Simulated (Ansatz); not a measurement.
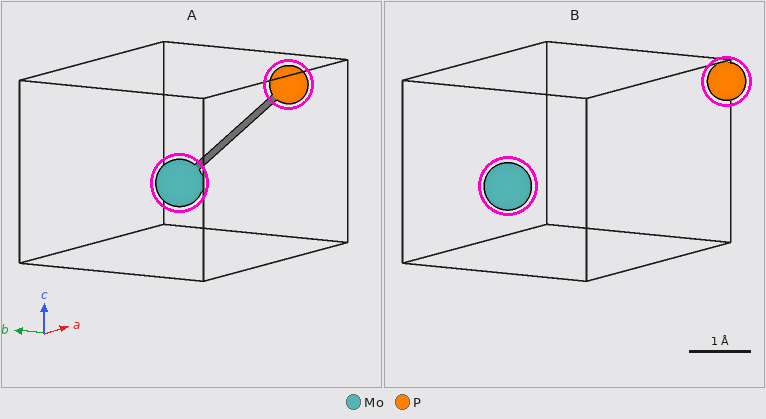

The two relaxed end points of a path for a 2-atom cell of MoP (set up in P-6m2). Style: ball-and-stick. Shown: the simulation cell (origin moved), from a free direction. The atoms that move most are ringed. Bonds to atoms that aren't drawn are left out.

All numbers below come from DFT, PBE, all-electron LAPW, scalar-relativistic in Ansatz 0.2.0.

Input
```yaml
crystal:
  lattice:
    - [3.223, 0.0, 0.0]
    - [-1.6115, 2.7911998764, 0.0]
    - [0.0, 0.0, 3.191]
  atoms:
    - { symbol: Mo, position: [0.0, 0.0, 0.0] }
    - { symbol: P, position: [0.3333333333, 0.6666666667, 0.5] }
kpoints:
  mp_grid: { grid: [8, 8, 7] }
scf:
  occupations: { method: fermi_dirac, width: 0.05 }
hamiltonian:
  xc: pbe
  pseudopotentials: { kind: all_electron, lapw: { basis_error: 0.001 } }
output:
  forces: true
neb:
  images: 5
  f_tol: 0.05
  max_iterations: 40
  relax_end_points: true
  final_atoms:
    - { symbol: Mo, position: [-0.1666666667, 0.1666666667, 0.0] }
    - { symbol: P, position: [0.5, 0.5, 0.5] }
```

Command:
```bash
ansatz run input.yaml --threads 4 --pin off --max-ram 4096MiB --backend cpu --events-out ev --progress --plain --runs-dir out
```

Q: Predict the minimum-energy path and its barrier.

A: The barrier is about 2.21 eV in both directions, with image 3 at the top; the ends have the same energy. The Mo atom travels furthest, 0.93 Å from end to end, along [−1 1 0], on a straight line. It doesn't move alone: P (0.93 Å) moves with it. The band converged in 2 iterations. The largest component of the band force went from 3.2e-07 to 8e-07 eV/Å. The climbing image converged on the top of the path. Its curvatures weren't checked.

Energies of the converged images:

| image | path (Å) | E (eV) |
| --- | --- | --- |
| 0 | 0.00 | 0.000 |
| 1 | 0.22 | 0.573 |
| 2 | 0.44 | 1.686 |
| 3 | 0.66 | 2.215 |
| 4 | 0.88 | 1.686 |
| 5 | 1.10 | 0.573 |
| 6 | 1.32 | 0.000 |

The geometry at the top of the path:

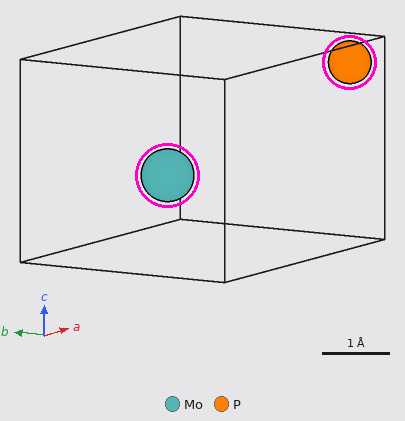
